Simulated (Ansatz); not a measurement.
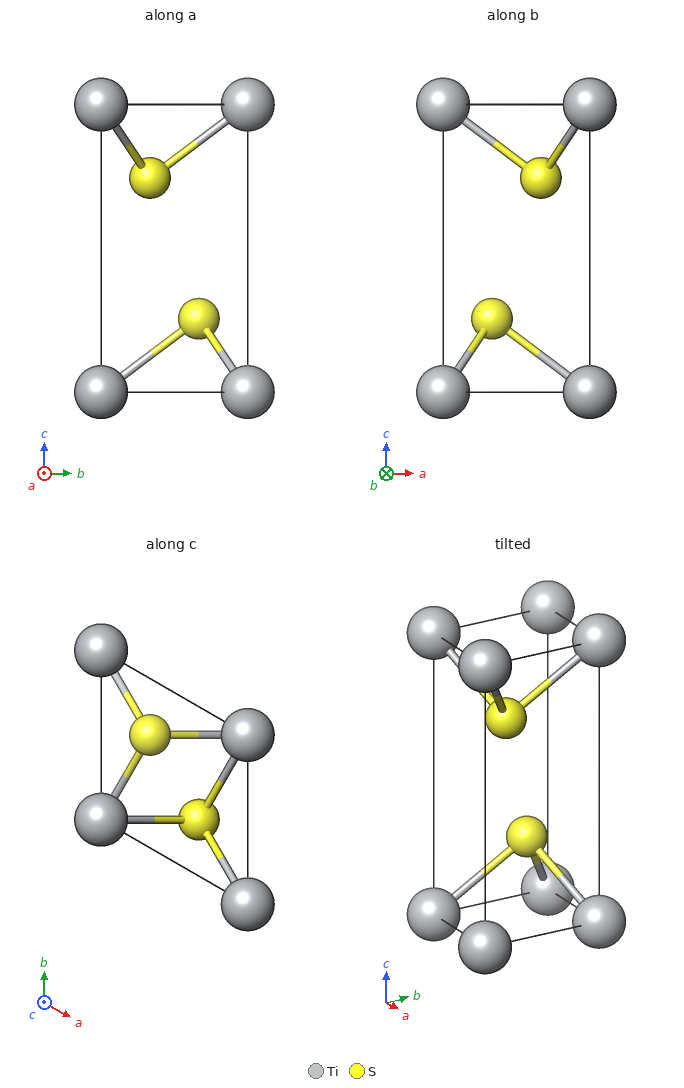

The figure gives a ball-and-stick picture of the atoms, viewed along the a axis, along the b axis, along the c axis and slightly off an axis. The outline marks the conventional unit cell.

Lattice parameters: a = 3.3865 Å, b = 3.3865 Å, c = 5.7501 Å, α = 90.000°, β = 90.000°, γ = 120.000°.

### Give the atomic positions as a CIF in P1 with every atom of the cell, with free fractional coordinates to two decimals.

```cif
data_structure
_symmetry_space_group_name_H-M 'P 1'
_symmetry_Int_Tables_number 1
_cell_length_a 3.3865
_cell_length_b 3.3865
_cell_length_c 5.7501
_cell_angle_alpha 90.000
_cell_angle_beta 90.000
_cell_angle_gamma 120.000
_cell_volume 57.11
loop_
_atom_site_label
_atom_site_type_symbol
_atom_site_fract_x
_atom_site_fract_y
_atom_site_fract_z
_atom_site_occupancy
Ti1 Ti 0.00 0.00 0.00 1
S1 S 0.3333 0.6667 0.26 1
S2 S 0.6667 0.3333 0.74 1
```

What is drawn is a generated cell, made by putting these elements into a known structure type (the compound may or may not exist in this form); it hasn't been relaxed. A calculation with Ansatz used it as input.
